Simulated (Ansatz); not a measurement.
**CdTe: a changed input and its effect**

System: CdTe (2 atoms in the cell).
Method of run 1: DFT PBE, scalar-relativistic, plane waves, PAW, no spin polarisation (Ansatz 0.2.0).

The structure derives from an entry of the Crystallography Open Database. Text and figures count atoms from 1; the logs count them from 0 in places.

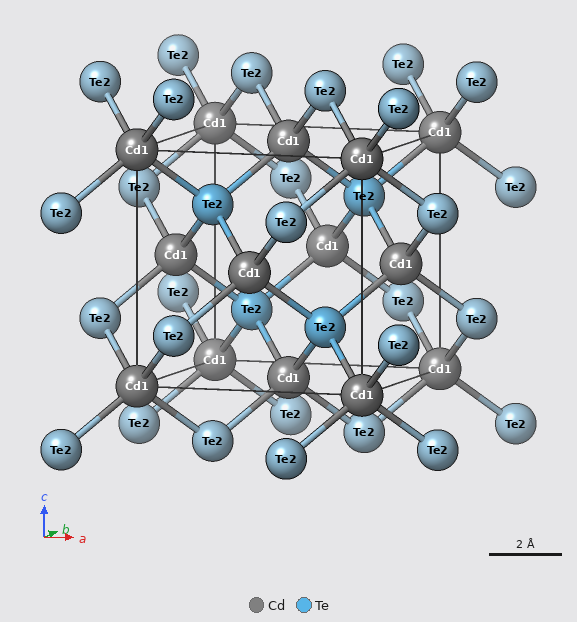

Figure 1. The structure as given in the input (ball-and-stick view of the cell 4 times as large as that of the calculation, set on its symmetry axes, seen slightly off an axis; neighbours outside the cell are drawn fainter; atoms are numbered from 1 in the order of the input). An atom can appear more than once, as a periodic image. Near neighbours in the periodic cell (some may lie outside the picture): Cd has 4 Te at 2.87 Å; Te has 4 Cd at 2.87 Å.

### Input file, run 1
```yaml
crystal:
  lattice:
    - [0.0, 3.3086866433, 3.3086866433]
    - [3.3086866433, 0.0, 3.3086866433]
    - [3.3086866433, 3.3086866433, 0.0]
  atoms:
    - { symbol: Cd, position: [0.0, 0.0, 0.0] }
    - { symbol: Te, position: [0.25, 0.25, 0.25] }
basis:
  ecutwfc: 420
kpoints:
  mp_grid: { grid: [10, 10, 10] }
  band_path:
    path:
      - [[0.0, 0.0, 0.0], [-0.5, -0.5, 0.0], [-0.375, -0.375, 0.25]]
      - [[-0.375, 0.0, 0.375], [0.0, 0.0, 0.0], [0.0, 0.0, 0.5], [-0.5, -0.25, 0.25], [-0.5, -0.5, 0.0]]
    npoints: 14
hamiltonian:
  xc: pbe
scf:
  occupations: { method: gaussian, width: 0.02 }
  n_extra_bands: 6
output:
  forces: true
  stress: true
  eigenvalues: true
  populations: true
  dos: { projected: true, de: 0.02, nscf_kmesh: { grid: [15, 15, 15] } }
  bader: true
  write_density: true
  write_potential: true
  elf: true
  volumetric_format: npy
```

Command:
```bash
ansatz run input.yaml --threads 1 --pin off --max-ram 2560MiB --backend cpu --events-out ev --progress --plain --runs-dir out
```

Hardware: 1 thread of Arm Neoverse V2, 24 GiB of memory available, shared host.

### Output, shortened to warnings, some set-up lines, iterations and results (run 1)
```
Basis set: ecut = 420 eV, 1411 PW (Γ), exchange–correlation on 64×64×64 points (8 copies of the dense FFT grid, shifted against one another)
Symmetry: 24 space group operations
k-points: 47 of 1000 (time reversal used)
Initial density: superposition of atomic densities (neutral atoms: chi_scale 0, normalization atom), corrected by the library's trained network
[...]
SCF iter   1: F=—  HF=-15235.340268 eV  |F-HF|=—  |Δ(HF+E_count)|=         —  Δρ=1.48e-3  dr2=4.08e-3  ethr=1.77e-3  ⟨swp⟩=6.3  Hψ=5457  notcnv=0
SCF iter   2: F=—  HF=-15235.339330 eV  |F-HF|=—  |Δ(HF+E_count)|=   9.38e-4  Δρ=5.33e-4  dr2=2.12e-4  ethr=1.13e-5  ⟨swp⟩=2.5  Hψ=2183  notcnv=0  defer=72
SCF iter   3: F=—  HF=-15235.339395 eV  |F-HF|=—  |Δ(HF+E_count)|=   6.53e-5  Δρ=1.99e-4  dr2=3.09e-5  ethr=5.90e-7  ⟨swp⟩=3.0  Hψ=2026  notcnv=0  defer=72
SCF iter   4: F=—  HF=-15235.339422 eV  |F-HF|=—  |Δ(HF+E_count)|=   2.64e-5  Δρ=8.98e-5  dr2=8.37e-6  ethr=8.58e-8  ⟨swp⟩=2.6  Hψ=1775  notcnv=0  defer=72
SCF iter   5: F=—  HF=-15235.339437 eV  |F-HF|=—  |Δ(HF+E_count)|=   1.49e-5  Δρ=2.50e-5  dr2=5.37e-7  ethr=2.32e-8  ⟨swp⟩=2.0  Hψ=1479  notcnv=0  defer=72
SCF iter   6: F=-15235.339439 eV  HF=-15235.339439 eV  |F-HF|=4.09e-8  |Δ(HF+E_count)|=   2.22e-6  Δρ=3.24e-6  dr2=9.53e-9  ethr=2.78e-10  ⟨swp⟩=14.3  Hψ=8264  notcnv=0
SCF 1 converged in 6 iterations: F = -15235.339439 eV  dr2 = 9.53e-9
NSCF: frozen V_eff on 86 k-points
NSCF: frozen V_eff on 120 k-points
SCF converged after 6 iterations
Free energy (F): -15235.339439 eV
Harris-Foulkes:  -15235.339439 eV  (|F-HF|=4.09e-8)
Internal energy: -15235.339439 eV  (E = F + TS)
E sigma→0 (E₀):  -15235.339439 eV
Fermi energy:    6.900297 eV
--- Per-component energies (eV) ---
  E_band       = -814.993261
  E_kinetic    = 684.557506
  E_local      = -5554.747589  (includes V_loc(G=0)·N_el)
  E_nonlocal   = -276.748848
  E_hartree    = 2788.911028
  E_xc         = -300.465036
  E_vxc        = -324.994262  (∫ρ·V_xc dr)
  E_paw        = -8746.033680  (= ΣΔE_a)
  E_vpaw       = -920.885194  (= ΣTr[D̂ρ^β])
  E_aug_tail   = -0.000158  (compensation charges beyond the density's cutoff)
  E_ewald      = -3830.812663
  E_smearing   = -0.000000  (= −TS)
  E_closure    = -0.000000  (closes the sum)
  Σ components = -15235.339439   (vs F -15235.339439, Δ=0.00e0)
--- Forces (eV/Å), atoms counted from 1 ---
  atom   1  Cd     0.00000000    -0.00000000    -0.00000000
  atom   2  Te    -0.00000000     0.00000000     0.00000000
  max |Σ_I F_I| component: 1.64e-16 eV/Å
--- Stress (GPa, compression-positive) ---
        0.014456       0.000000      -0.000000
        0.000000       0.014456       0.000000
       -0.000000       0.000000       0.014456
  P = ⅓ Tr σ = 0.0145 GPa (0.145 kbar)
--- Löwdin populations: 2 sites ---
  site symbol       q [e]
     0     Cd     18.8778
     1     Te     16.9133
  spilling = 0.005803 (of n_electrons = 36.000000)
--- Bader charges: 2 sites ---
  site symbol  charge [e]  shift [e]
     0     Cd      0.5259     0.0005
     1     Te     -0.5259     0.0005
  estimated error of the sums over rays = 2.2e-4 e
```

The input of run 2 differs as follows (lines with − go, lines with + come):
```diff
-  ecutwfc: 420
+  ecutwfc: 500
-  xc: pbe
+  xc: r2scan
```

What does this change do to the results?

The total energies belong to different methods, so their difference says nothing on which is more stable or more accurate. The gap on the mesh goes from 0.59 to 1.08 eV. The pressure goes from 0.01 to −1.03 GPa. The functional changes from PBE to r2SCAN. The number of SCF iterations is the same. The plane waves at Γ go from 1411 to 1837. On the same kind of shared host run 2 took about 1.6 times as long.

### Output, shortened to warnings, some set-up lines, iterations and results (run 2)
```
Basis set: ecut = 500 eV, 1837 PW (Γ), exchange–correlation on 144×144×144 points (64 copies of the dense FFT grid, shifted against one another)
Symmetry: 24 space group operations
k-points: 47 of 1000 (time reversal used)
Initial density: superposition of atomic densities (neutral atoms: chi_scale 0, normalization atom), corrected by the library's trained network
[...]
SCF iter   1: F=—  HF=-15264.128478 eV  |F-HF|=—  |Δ(HF+E_count)|=         —  Δρ=4.32e-3  dr2=8.37e-3  dr2_τ=1.06e-2  ethr=1.77e-3  ⟨swp⟩=6.3  Hψ=5501  notcnv=0
SCF iter   2: F=—  HF=-15264.133484 eV  |F-HF|=—  |Δ(HF+E_count)|=   5.01e-3  Δρ=2.18e-3  dr2=1.47e-3  dr2_τ=3.26e-4  ethr=2.32e-5  ⟨swp⟩=3.5  Hψ=2596  notcnv=0  defer=72
SCF iter   3: F=—  HF=-15264.134148 eV  |F-HF|=—  |Δ(HF+E_count)|=   6.64e-4  Δρ=9.60e-4  dr2=3.41e-4  dr2_τ=3.89e-5  ethr=4.09e-6  ⟨swp⟩=2.0  Hψ=1616  notcnv=0  defer=72
SCF iter   4: F=—  HF=-15264.134303 eV  |F-HF|=—  |Δ(HF+E_count)|=   1.56e-4  Δρ=8.87e-5  dr2=4.12e-6  dr2_τ=3.25e-7  ethr=9.46e-7  ⟨swp⟩=2.0  Hψ=1977  notcnv=0  defer=72
SCF iter   5: F=—  HF=-15264.134292 eV  |F-HF|=—  |Δ(HF+E_count)|=   1.08e-5  Δρ=2.66e-5  dr2=2.38e-7  dr2_τ=2.05e-8  ethr=1.14e-8  ⟨swp⟩=2.1  Hψ=1849  notcnv=0  defer=72
SCF iter   6: F=-15264.134293 eV  HF=-15264.134293 eV  |F-HF|=5.01e-9  |Δ(HF+E_count)|=   1.80e-7  Δρ=6.21e-6  dr2=9.92e-9  dr2_τ=1.03e-9  ethr=2.78e-10  ⟨swp⟩=13.3  Hψ=8228  …
SCF 1 converged in 6 iterations: F = -15264.134293 eV  dr2 = 9.92e-9
NSCF: frozen V_eff on 86 k-points
NSCF: frozen V_eff on 120 k-points
SCF converged after 6 iterations
Free energy (F): -15264.134293 eV
Harris-Foulkes:  -15264.134293 eV  (|F-HF|=5.01e-9)
Internal energy: -15264.134293 eV  (E = F + TS)
E sigma→0 (E₀):  -15264.134293 eV
Fermi energy:    6.891527 eV
--- Per-component energies (eV) ---
  E_band       = -852.546947
  E_kinetic    = 684.704483
  E_local      = -5556.891299  (includes V_loc(G=0)·N_el)
  E_nonlocal   = -275.645838
  E_hartree    = 2790.775584
  E_xc         = -282.877721
  E_vxc        = -356.802287  (∫ρ·V_xc dr)
  E_paw        = -8793.106892  (= ΣΔE_a)
  E_vpaw       = -953.677913  (= ΣTr[D̂ρ^β])
  E_aug_tail   = -0.000032  (compensation charges beyond the density's cutoff)
  E_vtau       = 24.215337  (kinetic-family band-sum trace: ∫τ·v_τ [+ j·A + Jᵃ·Aᵃ] dr)
  E_ewald      = -3830.812663
  E_core_change = -0.279915  (= ΣΔE_core)
  E_smearing   = -0.000000  (= −TS)
  E_closure    = -0.000000  (closes the sum)
  Σ components = -15264.134293   (vs F -15264.134293, Δ=0.00e0)
--- Forces (eV/Å), atoms counted from 1 ---
  atom   1  Cd     0.00000000    -0.00000000    -0.00000000
  atom   2  Te    -0.00000000     0.00000000     0.00000000
  max |Σ_I F_I| component: 1.57e-16 eV/Å
--- Stress (GPa, compression-positive) ---
       -1.029874       0.000000      -0.000000
       -0.000000      -1.029874       0.000000
       -0.000000       0.000000      -1.029874
  P = ⅓ Tr σ = -1.0299 GPa (-10.299 kbar)
--- Löwdin populations: 2 sites ---
  site symbol       q [e]
     0     Cd     18.8337
     1     Te     16.9685
  spilling = 0.005495 (of n_electrons = 36.000000)
--- Bader charges: 2 sites ---
  site symbol  charge [e]  shift [e]
     0     Cd      0.6276     0.0007
     1     Te     -0.6276     0.0007
  estimated error of the sums over rays = 2.8e-4 e
```

### The two runs side by side

| quantity | run 1 | run 2 |
| --- | --- | --- |
| outcome | converged | converged |
| free energy per atom (eV) | −7617.6697 | −7632.0671 |
| gap on the mesh (eV) | 0.59 | 1.08 |
| pressure (GPa) | 0.01 | −1.03 |
| largest force (eV/Å) | 0.000 | 0.000 |
| SCF iterations | 6 | 6 |
| irreducible k-points | 47 | 47 |
| plane waves at Γ | 1411 | 1837 |
| wall time (shared host) | 38 s | 63 s |

For both runs: Spin-orbit coupling is left out, which matters for Te.
